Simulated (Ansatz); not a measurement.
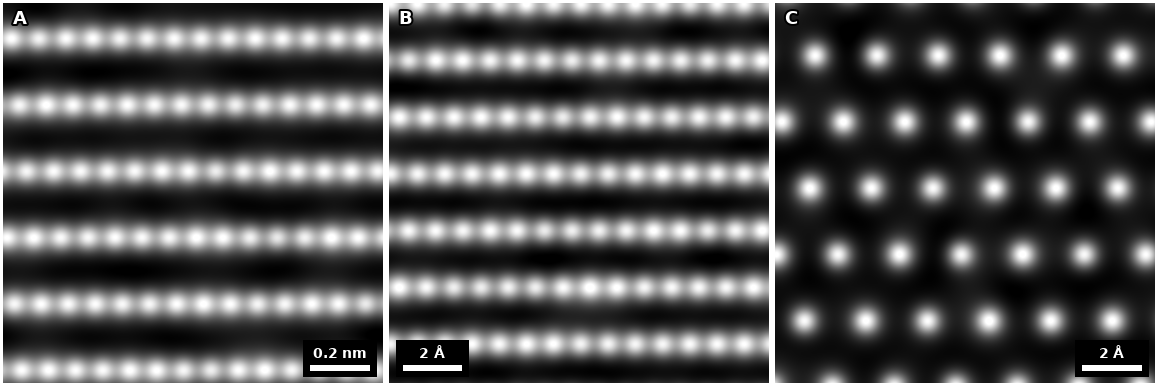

Three views of V (R-3m, No. 166) along different zone axes. Simulated as the projected potential of neutral atoms (B = 0.8 Å²) blurred by a 0.50 Å probe, the thin-sample limit of integrated differential phase contrast. The speckle of an amorphous layer was added. Structure used: the end point of a relaxation with Ansatz 0.2.0, DFT r2SCAN, scalar-relativistic, plane waves, PAW; the starting structure was generated, so it need not be a known form of this composition.

```cif
data_structure
_symmetry_space_group_name_H-M 'P 1'
_symmetry_Int_Tables_number 1
_cell_length_a 2.8457
_cell_length_b 2.8457
_cell_length_c 5.8218
_cell_angle_alpha 90.000
_cell_angle_beta 90.000
_cell_angle_gamma 120.000
_cell_volume 40.83
loop_
_atom_site_label
_atom_site_type_symbol
_atom_site_fract_x
_atom_site_fract_y
_atom_site_fract_z
_atom_site_occupancy
V1 V 0.33333 0.66667 0.16667 1
V2 V 0.00000 0.00000 0.50000 1
V3 V 0.66667 0.33333 0.83333 1
```

> Match the panels to the zone axes [100], [101] and [310].

A is [101]: projected cell 0.93 × 2.28 Å, 96°, plane group p2. B is [310]: projected cell 0.93 × 1.97 Å, 99°, plane group p2. C is [100]: projected cell 2.11 × 2.46 Å, 113°.
